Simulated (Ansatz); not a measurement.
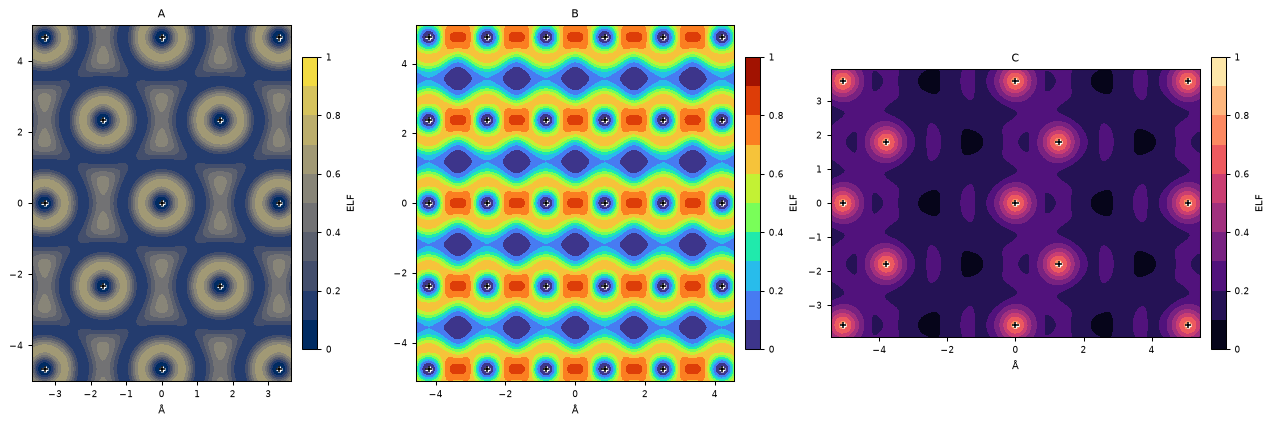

The electron localisation function of 3 systems, each on a plane through atoms (crosses mark nuclei in the plane).

Method: DFT, PBEsol, plane waves (420 eV) with PAW, scalar-relativistic (Ansatz 0.2.0).

System 1: C, the (110) plane of the conventional cell. Space group Pm-3m; set up as C, simple cubic; a generated structure, not necessarily the stable one; changed on purpose from its base cell (volume × 0.88); computed pressure about 60 GPa in this cell.

```
C
1.0
     1.68176    0.00000    0.00000
     0.00000    1.68176    0.00000
     0.00000    0.00000    1.68176
C
1
Direct
  0.00000 0.00000 0.00000
```

System 2: Ti, the (110) plane of the conventional cell. Space group Im-3m; set up as Ti, bcc; a generated structure, not necessarily the stable one; changed on purpose from its base cell (volume × 1.08); computed pressure about −8 GPa in this cell; computed without spin polarisation.

```cif
data_structure
_symmetry_space_group_name_H-M 'P 1'
_symmetry_Int_Tables_number 1
_cell_length_a 3.2976
_cell_length_b 3.2976
_cell_length_c 3.2976
_cell_angle_alpha 90.000
_cell_angle_beta 90.000
_cell_angle_gamma 90.000
_cell_volume 35.86
loop_
_atom_site_label
_atom_site_type_symbol
_atom_site_fract_x
_atom_site_fract_y
_atom_site_fract_z
_atom_site_occupancy
Ti1 Ti 0.00000 0.00000 0.00000 1
Ti2 Ti 0.50000 0.50000 0.50000 1
```

System 3: Ni, the (101) plane of the conventional cell. Space group Fd-3m; set up as Ni, diamond; a generated structure, not necessarily the stable one; changed on purpose from its base cell (volume × 1.04); computed pressure about −4 GPa in this cell; computed without spin polarisation.

```
CELL_PARAMETERS angstrom
5.06887 0.00000 0.00000
0.00000 5.06887 0.00000
0.00000 0.00000 5.06887
ATOMIC_POSITIONS crystal
Ni 0.75000 0.25000 0.25000
Ni 0.25000 0.75000 0.25000
Ni 0.25000 0.25000 0.75000
Ni 0.75000 0.75000 0.75000
Ni 0.50000 0.00000 0.00000
Ni 0.00000 0.50000 0.00000
Ni 0.00000 0.00000 0.50000
Ni 0.50000 0.50000 0.50000
```

Q: Which map belongs to which system?

A: Panel A is system 2, Ti: the plane holds Ti. Ti–Ti (2.86 Å): the ELF is about 0.20 at the midpoint; no shared electron pair shows on this line. Panel B is system 1, C: the plane holds C. C–C (1.68 Å): the ELF peaks at about 0.85 between the atoms. Panel C is system 3, Ni: the plane holds Ni. Ni–Ni (2.19 Å): the ELF is about 0.25 at the midpoint; no localised pair shows between them.
